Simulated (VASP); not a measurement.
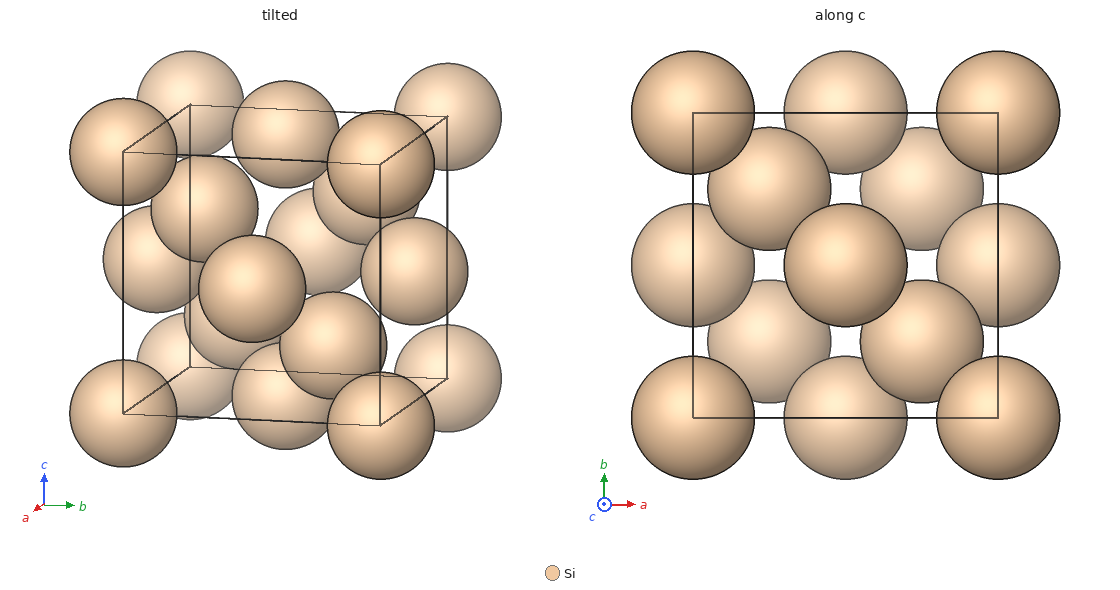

Si, diamond, space group Fd-3m (No. 227), a = 5.444 Å, b = 5.444 Å, c = 5.444 Å, α = 90.00°, β = 90.00°, γ = 90.00°. Structure drawing (space-filling), viewed slightly off an axis and along the c axis. The edges of the conventional unit cell are marked. The cell is a structure listed in the Materials Project.

One fixed geometry was run with a growing share of exact exchange in a hybrid functional. Alike in all runs: VASP 6.6.1; functional HSE(alpha, omega); VASP's PAW PBE potentials, release 64 (Si); cutoff 520 eV; k mesh 4 × 4 × 4 on the run's cell of 2 atoms; occupations fermi-dirac, width 0.05 eV; no spin polarisation; no spin-orbit coupling.

| share of exact exchange | gap (eV) | pressure (GPa) |
| --- | --- | --- |
| 0.05 | 0.83 | 1.5 |
| 0.10 | 0.96 | 1.1 |
| 0.15 | 1.09 | 0.8 |
| 0.20 | 1.22 | 0.4 |
| 0.25 | 1.36 | 0.0 |
| 0.30 | 1.50 | -0.3 |
| 0.40 | 1.78 | -1.0 |
| 0.50 | ? | ? |

Question: Fit a straight line to the gaps given and fill in the missing row.

Answer: The line is gap = 0.69 eV + 2.70 eV × share, which gives 2.04 eV at 0.50. The run gave 2.07 eV and a pressure of -1.7 GPa.

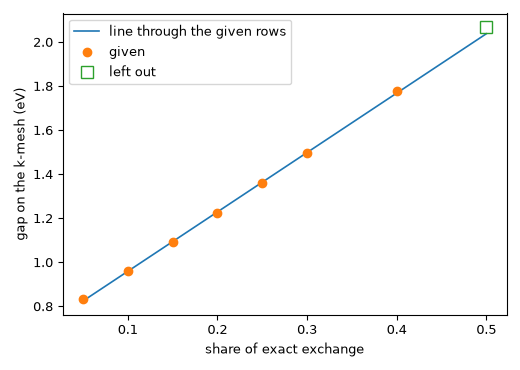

Gap against the share of exact exchange. Gaps are the least found on the k-mesh, which can miss the band edges.

Caveat: the k mesh is coarse (spacing up to 0.50 Å⁻¹), so the values aren't converged, least of all with exact exchange; the PAW data sets were made with another functional, which shifts forces and pressure a little.
